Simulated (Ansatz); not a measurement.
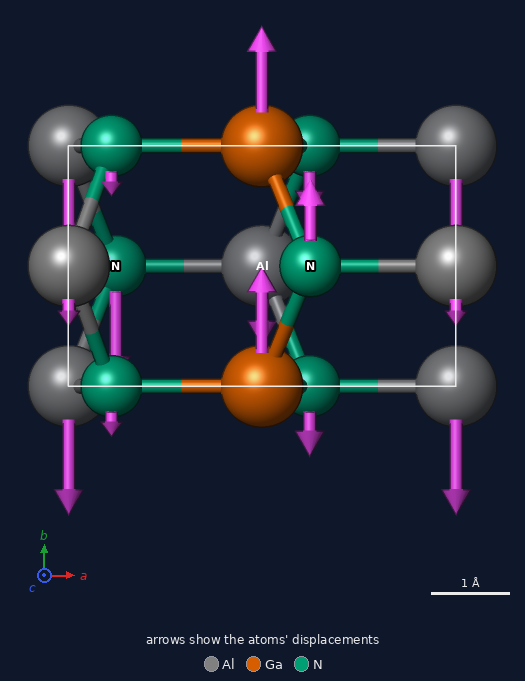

The lowest optical mode of a crystal of Al3GaN4, space group Pm (No. 6), at the zone centre. The pink arrows give the relative displacements of the atoms. The picture is a ball-and-stick view of the cell of the calculation, seen along the c axis.

Method: Ansatz 0.2.0, DFT LDA, scalar-relativistic, plane waves, PAW.

The input:
```yaml
crystal:
  lattice:
    - [5.001881362, 0.0, 9.94853e-05]
    - [0.0, 3.1041516237, 0.0]
    - [-0.0032252481, 0.0, 5.3723544693]
  atoms:
    - { symbol: Al, position: [0.500309542, 0.5, 0.1673460892] }
    - { symbol: Al, position: [0.0008764991, 0.5, 0.8347693182] }
    - { symbol: Al, position: [0.0010864915, 0.0, 0.3317184175] }
    - { symbol: Ga, position: [0.4993095458, 0.0, 0.6662219583] }
    - { symbol: "N", position: [0.1115185392, 0.0, 0.6663488871] }
    - { symbol: "N", position: [0.1224313889, 0.5, 0.1671289816] }
    - { symbol: "N", position: [0.6249421241, 0.5, 0.8398843099] }
    - { symbol: "N", position: [0.6231248693, 0.0, 0.3265830383] }
basis:
  ecutwfc: 420
kpoints:
  mp_grid: { grid: [6, 8, 4] }
hamiltonian:
  xc: lda
scf:
  occupations: { method: fixed }
output:
  eigenvalues: true
phonons:
  method: dfpt
  dielectric: true
  rigid_motions: translations
  eigenvectors: true
```

Command:
```bash
ansatz run input.yaml --threads 4 --pin off --max-ram 12288MiB --backend cpu --events-out ev --progress --plain --runs-dir out
```

Frequencies are those without the non-analytic (LO–TO) term.

**Is the structure stable against all modes at this point?**

Yes: this softest mode has a real frequency, and so have all others here. That speaks for this wave vector alone: the rest of the zone wasn't checked in this run. This is the A″ mode at 175 cm⁻¹, the lowest optical level, infrared- and Raman-active by symmetry. All motion is along b; it mainly bends the Al–N, Ga–N bonds; the kinetic energy is shared as Ga 49 %, Al 31 %, N 20 %. Its infrared intensity is 0.023 (D/Å)²/amu.
